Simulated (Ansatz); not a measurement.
Li: single-point calculation

System: Li (slab, 7 atoms in the cell).
Method: DFT PBE, scalar-relativistic, plane waves, PAW, no spin polarisation (Ansatz 0.2.0).

The structure derives from an entry of the Crystallography Open Database. It belongs to a series of runs on one base structure; here: clean surface. Figures and captions count atoms from 1; the log counts them from 0 in places.

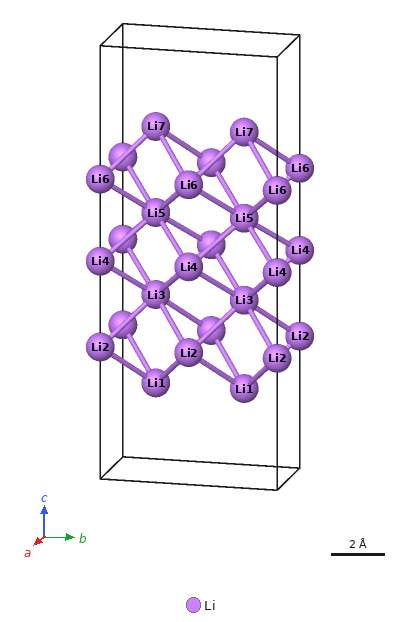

**Figure 1.** The input geometry (ball-and-stick view of the 1 × 2 repeat of the cell, with the vacuum cut short, seen slightly off an axis; atoms are numbered from 1 in the order of the input).

Key numbers:

```csv
quantity,value
outcome,converged
electrons treated,21
free energy,−1432.0890 eV
"work function, top face",3.00 eV
"work function, bottom face",3.00 eV
Fermi energy,−1.373 eV
gap on the k-point mesh,none (metallic)
work function (upper face),3.00 eV
largest force (length of the vector),0.090 eV/Å
hardware,"4 threads of Intel Xeon (Sapphire Rapids), 192 GiB of memory available, shared host"
wall time,38 s (CPU time 2.4 min)
peak memory,1.1 GiB
```

Remarks:

Notes on the run: the exchange-correlation potential is rough where the density is thin.

Input file:
```yaml
crystal:
  lattice:
    - [3.5, 0.0, 0.0]
    - [0.0, 3.5, 0.0]
    - [0.0, 0.0, 30.50000021]
  atoms:
    - { symbol: Li, position: [0.5, 0.5, 0.3278688502] }
    - { symbol: Li, position: [0.0, 0.0, 0.3852459001] }
    - { symbol: Li, position: [0.5, 0.5, 0.4426229501] }
    - { symbol: Li, position: [0.0, 0.0, 0.4965713826] }
    - { symbol: Li, position: [0.5, 0.5, 0.5491149086] }
    - { symbol: Li, position: [0.0, 0.0, 0.6031893915] }
    - { symbol: Li, position: [0.5, 0.5, 0.6608630521] }
basis:
  ecutwfc: 420
  fft_grid_basis: typed
kpoints:
  mp_grid: { grid: [30, 30, 1] }
hamiltonian:
  xc: pbe
scf:
  occupations: { method: gaussian, width: 0.1 }
output:
  forces: true
  eigenvalues: true
  band_densities:
    - { e_range: [-2.0, -1.0] }
    - { e_range: [-1.0, -0.5] }
    - { e_range: [-0.5, -0.25] }
    - { e_range: [-0.25, 0.0] }
    - { e_range: [0.0, 0.25] }
    - { e_range: [0.25, 0.5] }
    - { e_range: [0.5, 1.0] }
    - { e_range: [1.0, 1.5] }
  band_residual_tolerance: 1.0e-05
  write_potential: true
  elf: true
  write_density: true
  volumetric_format: npy
efield:
  axis: 3
  dipole_correction: true
  ramp_width: 0.04
checkpoint:
  read: start.run
  write: ck
  compress: false
  write_wavefunctions: false
  write_every: 100000
```

Launched with:
```bash
ansatz run input.yaml --threads 4 --pin off --max-ram 5898MiB --backend cpu --events-out ev --progress --plain --runs-dir out
```

Log:
```
Engine: ansatz 0.2.0, x86_64-unknown-linux-gnu
Pseudopotentials: kind: paw
Pseudopotential: Li, paw, valence charge 3, recommended cutoff 420 eV (normal), Li.paw.azcp
Functional definition: PBE
  parameter kappa = 0.804
  parameter beta = 0.06672455060314922
  exchange = pbe_x(kappa = kappa, mu = beta*pi^2/3)
  correlation = pbe_c(beta = beta)
Crystal: 7 atoms, lattice volume = 373.625 Å³
Basis set: ecut = 420 eV, 7257 PW (Γ), exchange–correlation on 48×48×432 points (8 copies of the dense FFT grid, shifted against one another)
Bands: 18, of which v1, the nominal top of the filled ones, is band 11 counted from 1 (10 counted from 0)
Symmetry: 8 space group operations
Space group: P4mm (ITA 99), of the structure as read, at distance tolerance 7.2e-5 Å
k-points: 136 of 900
Non-local potential: Li, projectors of the file, l = 0: 3, l = 1: 2, l = 2: 1
PAW form: soft (Blöchl's): semilocal exchange-correlation on the pseudo side does not see the compensation charge
PAW one-centre angular grid: Li, 110 points (default); XC on 64 Gauss nodes
Initial density: read from a saved state, or passed on in memory by an earlier SCF of this step, an earlier step, the calling program or the single point that the run made first
Stability of the state it starts from, as read at its close in the unpolarized treatment: not read negative (Ritz values of 1 − χ₀K, real part plus size of imaginary part, from 0.95 to 0.97, by its mixing steps under the symmetry group of the SCF that read it)
Initial wavefunctions: pseudopotential atomic-orbital guess
Functional: x = pbe(κ = 0.804, μ = 0.2195149727645171), c = pbe(β = 0.06672455060314922)
iter 1 solved again at ethr=7.20e-5 eV; its pass at ethr=3.10e-3 eV (dr2=1.51e-2 eV) is discarded
SCF iter   1: F=—  HF=-1432.090498 eV  |F-HF|=—  |Δ(HF+E_count)|=         —  Δρ=4.59e-4  dr2=1.60e-2  ethr=7.20e-5  p=0.000 e·Å  D=1.29e-4 V/Å  ΔV_dip=-0.00 eV  dr2_dipole=6.58e-4  V_vac-E_F(+/−)=3.06/3.07 eV  ⟨swp⟩=1.2  Hψ=20813  notcnv=0
efield: sawtooth ramp at fractional position 0.9800 (handed on by an earlier solve), width 0.0400; the density the first Hamiltonian is built on has a dipole p = 0.000 e·Å; the dipole correction subtracts the counter field D = 1.29e-4 V/Å, which shifts the + side's vacuum level by -0.00 eV against the − side's; the planar-averaged density in the ramp window peaks in size at 1.4e-6 e/Å³
preconditioner: auto → LDOS  [metal: Δε(μ)=0.001 eV  Ē_g=3.492 eV  σ=0.100 eV  W_gap=0.00  n_scr=16 (ndim 8)  ℏωp=5.1 eV  f_vac=0.514  D(μ)=3.96/eV (n_scr^D=12)  β→1.0]
SCF iter   2: F=—  HF=-1432.088940 eV  |F-HF|=—  |Δ(HF+E_count)|=   1.56e-3  Δρ=1.52e-4  dr2=2.23e-4  ethr=7.20e-5  p=0.000 e·Å  D=1.89e-4 V/Å  ΔV_dip=-0.01 eV  dr2_dipole=4.72e-6  V_vac-E_F(+/−)=3.03/3.03 eV  ⟨swp⟩=1.2  Hψ=2480  notcnv=0
SCF iter   3: F=—  HF=-1432.089058 eV  |F-HF|=—  |Δ(HF+E_count)|=   1.18e-4  Δρ=4.00e-5  dr2=4.23e-5  ethr=1.06e-6  p=0.000 e·Å  D=2.00e-4 V/Å  ΔV_dip=-0.01 eV  dr2_dipole=1.34e-7  V_vac-E_F(+/−)=3.01/3.02 eV  ⟨swp⟩=1.8  Hψ=2788  notcnv=0
SCF iter   4: F=—  HF=-1432.088994 eV  |F-HF|=—  |Δ(HF+E_count)|=   6.39e-5  Δρ=8.59e-6  dr2=2.68e-6  ethr=2.01e-7  p=0.000 e·Å  D=1.91e-4 V/Å  ΔV_dip=-0.01 eV  dr2_dipole=1.98e-8  V_vac-E_F(+/−)=3.00/3.01 eV  ⟨swp⟩=1.8  Hψ=2652  notcnv=0
SCF iter   5: F=-1432.088995 eV  HF=-1432.088995 eV  |F-HF|=6.38e-8  |Δ(HF+E_count)|=   9.26e-7  Δρ=2.36e-6  dr2=6.17e-8  ethr=4.76e-10  p=0.000 e·Å  D=1.88e-4 V/Å  ΔV_dip=-0.01 eV  dr2_dipole=3.57e-10  V_vac-E_F(+/−)=3.00/3.00 eV  ⟨swp⟩=17.4  Hψ=22212  notcnv=0
SCF 1 converged in 5 iterations: F = -1432.088995 eV  dr2 = 6.17e-8
  greatest PAW one-centre occupation: 1.000 electrons in one spin orbital (limit 2), on the Li atom at site 6 (counted from 0), in its partial waves of l = 0
WARN: The output density's exchange-correlation potential varies sharply where the density is thin. Do not read a vacuum level from v_tot or v_xc, or from such a field of the output density. On a cell that repeats whose density bears no net charge and no dipole along the vacuum's axis use v_es (v_loc + v_h of the components); under efield.dipole_correction with no amplitude use v_es + v_field, which holds any external_charges[].barrier, or the levels of the report's work_function block, which leave it out; under a non-zero efield.amplitude the vacuum is tilted and has no level; on a cell that repeats and bears such a dipole with no correction it is tilted too, and efield.dipole_correction with no amplitude gives each side of its ramp a level where efield: is served; in a cell that repeats whose density bears a net charge (total_charge, or a fill off its count) it is curved and has none; of a slab under crystal.periodic whose density bears no net charge use v_es, which has a level on each side, short of where the two are joined; of another it falls or rises all the way out and has none; of a slab beside external_charges read slab_vacuum_level instead, which it has where they leave it neutral. The grid or the basis barely resolves most such structure, and the values can differ between equally converged runs; as a rule a tighter scf.convergence.dr2_threshold does not remove it. Where the density itself ripples (under the LDA too) a higher basis.ecutwfc lessens it. The files hold the spikes' plane waves up to the density's cutoff. Files: v_tot_of_output_density and the like, and their columns of v_z.tsv (output.write_potential); v_xc_of_output_density and the like, and their columns of v_comp_z.tsv (output.write_potential_components). Measured: with its Gaussian average of σ = 0.25 Å subtracted twice, the exchange-correlation potential is over 0.1 eV at 226 of the grid points where the equally averaged density (valence and model cores) is under 1e-3 e/Å³, and 0.342 eV at the most among them, at an averaged density of 3.5e-9 e/Å³. The input density's (outcome.potential() and, of a run that writes arrays, v_tot and v_xc) is over 0.1 eV, so measured, at 37 points of its own thin density, 0.289 eV at the most. See output.write_potential in the manual, Limitations
SCF converged after 5 iterations
Free energy (F): -1432.088995 eV
Harris-Foulkes:  -1432.088995 eV  (|F-HF|=6.38e-8)
Internal energy: -1432.069295 eV  (E = F + TS)
E sigma→0 (E₀):  -1432.079145 eV
Entropy (-TS):   -0.019699 eV (-2.814 meV/atom)
Fermi energy:    -1.373209 eV
Dipole field:    D = 0.000169 V/Å  (p = 0.000349 e·Å, saw-weighted, corrected)
Work function:   Φ+ = 2.9980 eV   Φ− = 3.0031 eV
Levels:          The Fermi level and band energies are counted from a zero that moves with the ramp; work functions are not
--- Per-component energies (eV) ---
  E_band       = -692.775979
  E_kinetic    = 146.465997
  E_local      = -7220.935462  (includes V_loc(G=0)·N_el)
  E_nonlocal   = -232.898207
  E_hartree    = 3395.963402
  E_xc         = -69.121382
  E_vxc        = -88.933817  (∫ρ·V_xc dr)
  E_paw        = -146.998724  (= ΣΔE_a)
  E_vpaw       = -88.391970  (= ΣTr[D̂ρ^β])
  E_aug_tail   = 0.000098  (compensation charges beyond the density's cutoff)
  E_efield     = 0.000000  (sawtooth field / dipole correction)
  E_vefield    = 0.000534  (∫n·V_field dr)
  E_ewald      = 2695.454981
  E_smearing   = -0.019699  (= −TS)
  E_closure    = 0.000000  (closes the sum)
  Σ components = -1432.088995   (vs F -1432.088995, Δ=0.00e0)
--- Forces (eV/Å), atoms counted from 1 ---
  atom   1  Li    -0.00000000     0.00000000    -0.00207931
  atom   2  Li    -0.00000000     0.00000000     0.07346418
  atom   3  Li     0.00000000     0.00000000    -0.09007079
  atom   4  Li     0.00000000     0.00000000    -0.03458882
  atom   5  Li    -0.00000000     0.00000000     0.06261764
  atom   6  Li    -0.00000000     0.00000000    -0.00311411
  atom   7  Li    -0.00000000     0.00000000    -0.00622260
  max |Σ_I F_I| component: 6.19e-6 eV/Å
--- Band table (eV; the first three rows and the last of 136) ---
  k-point 0: bands = ["-48.7163", "-48.7153", "-47.9717", "-47.9269", "-47.9239", "-47.8659", "-47.8404", "-4.7976", "-4.3312", "-3.6040", "-2.6248", "-1.5714", "-0.5256", "0.5980", "1.4961", "1.5851", "2.3873", "2.5746"]
  k-point 1: bands = ["-48.7163", "-48.7153", "-47.9717", "-47.9269", "-47.9239", "-47.8658", "-47.8404", "-4.7874", "-4.3209", "-3.5937", "-2.6145", "-1.5609", "-0.5150", "0.6081", "1.5074", "1.5978", "2.3984", "2.5823"]
  k-point 2: bands = ["-48.7163", "-48.7152", "-47.9717", "-47.9269", "-47.9238", "-47.8657", "-47.8405", "-4.7569", "-4.2901", "-3.5629", "-2.5836", "-1.5295", "-0.4834", "0.6379", "1.5408", "1.6355", "2.4288", "2.6020"]
  k-point 135: bands = ["-48.7141", "-48.7130", "-47.9685", "-47.9246", "-47.9204", "-47.8612", "-47.8423", "-1.0942", "-1.0942", "-0.4503", "-0.4503", "0.4554", "0.4554", "1.6336", "1.6904", "1.6987", "1.7681", "1.7681"]
--- Band densities, each state counted as filled ---
  window                                       electrons  max residual (eV)  cut levels
  e_range: [-2, -1]                             2.215556             3.4e-9           0
  e_range: [-1, -0.5]                           1.422222             4.1e-9           0
  e_range: [-0.5, -0.25]                        0.728889             3.5e-9           0
  e_range: [-0.25, 0]                           0.851111             6.3e-9           0
  e_range: [0, 0.25]                            1.000000             3.2e-6           0
  e_range: [0.25, 0.5]                          1.084444             3.4e-6           0
  e_range: [0.5, 1]                             1.953333             3.5e-6           0
  e_range: [1, 1.5]                             1.564444             3.4e-6           0
```

File band_densities.tsv:
```
# window	n_electrons	max_residual_ev	n_cut_levels
# fermi_ev = -1.373209
# range_zeros_ev = -1.373209
# range_zeros_ev: from where a range's energies are measured, in spin up and in spin down where the run solves two channels
e_range_-2_-1	2.215556	3.425e-9	0
e_range_-1_-0.5	1.422222	4.066e-9	0
e_range_-0.5_-0.25	0.728889	3.481e-9	0
e_range_-0.25_0	0.851111	6.251e-9	0
e_range_0_0.25	1.000000	3.230e-6	0
e_range_0.25_0.5	1.084444	3.444e-6	0
e_range_0.5_1	1.953333	3.463e-6	0
e_range_1_1.5	1.564444	3.395e-6	0
```

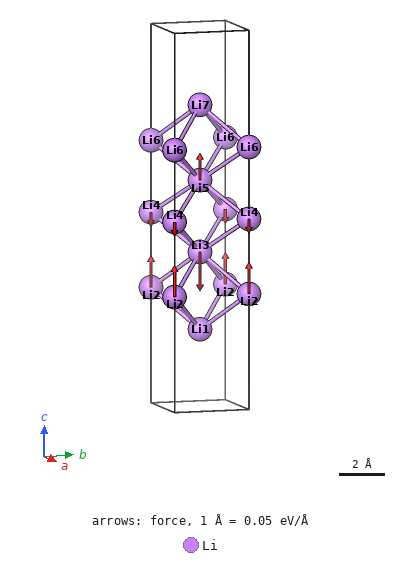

**Figure 2.** Forces on the atoms as red arrows (ball-and-stick view of the cell of the calculation, with the vacuum cut short, seen slightly off an axis; atoms are numbered from 1 in the order of the input); the smallest are left out. The largest act on Li3 (0.09 eV/Å); Li2 (0.07 eV/Å); Li5 (0.06 eV/Å); Li4 (0.03 eV/Å). The geometry is not a stationary point of this energy.

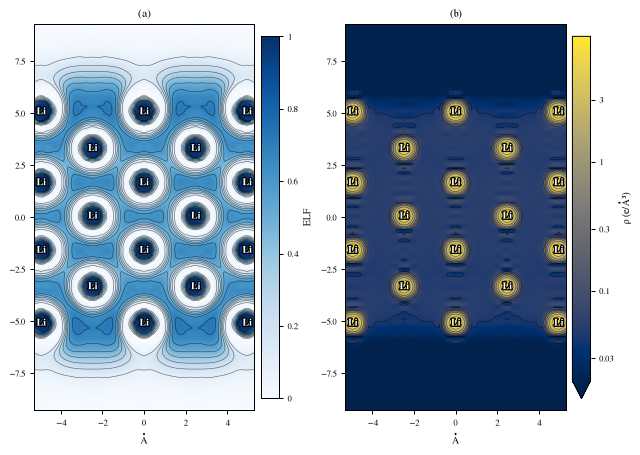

**Figure 3.** (a) ELF; (b) valence charge density (pseudo) on the (11̄0) plane of the calculation cell, a cut from vacuum to vacuum. Atoms in the plane: Li. Li–Li (2.95 Å): ρ is about 0.05 e/Å³ halfway; the ELF is about 0.50 at the midpoint, which marks nearly free electrons, as in a simple metal. Li–Li (3.03 Å): ρ is about 0.05 e/Å³ halfway; the ELF is about 0.50 at the midpoint (metallic bonding. The density dies away to nearly zero in the vacuum. The strong features right at Li lie inside the PAW spheres (semicore, d or f shells) and say nothing about bonding. Core electrons are frozen (PAW), so the fields are smoothed inside the atomic spheres.

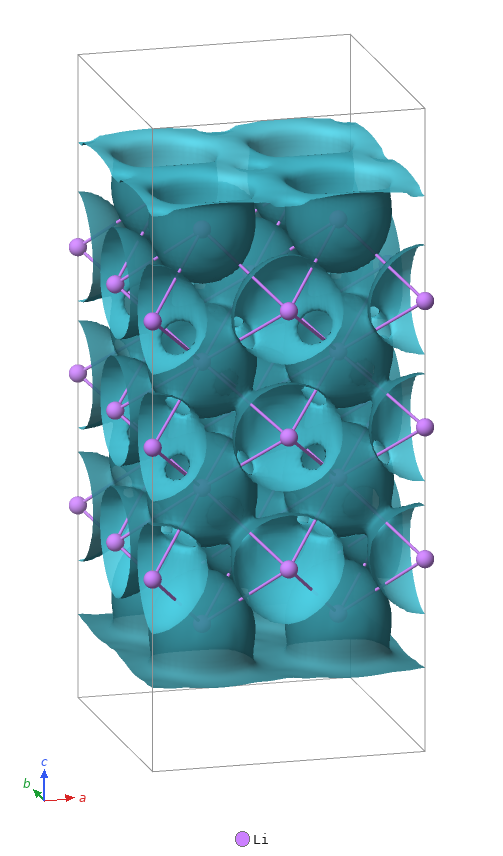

**Figure 4.** Isosurface of the ELF at 0.55 (cyan), seen slightly off an axis. Only the valence region is drawn (cores and ρ < 0.01 e/Å³ removed). Sticks mark near contacts. The ELF exceeds this value in sheets that run through the cell in two directions, counted in one cell of 7 atoms. Counts are for one cell; the picture repeats the cell along the surface.  Values along the shortest contacts: Li–Li (2.95 Å): the ELF is about 0.50 at the midpoint, as expected for nearly free electrons, as in a simple metal.
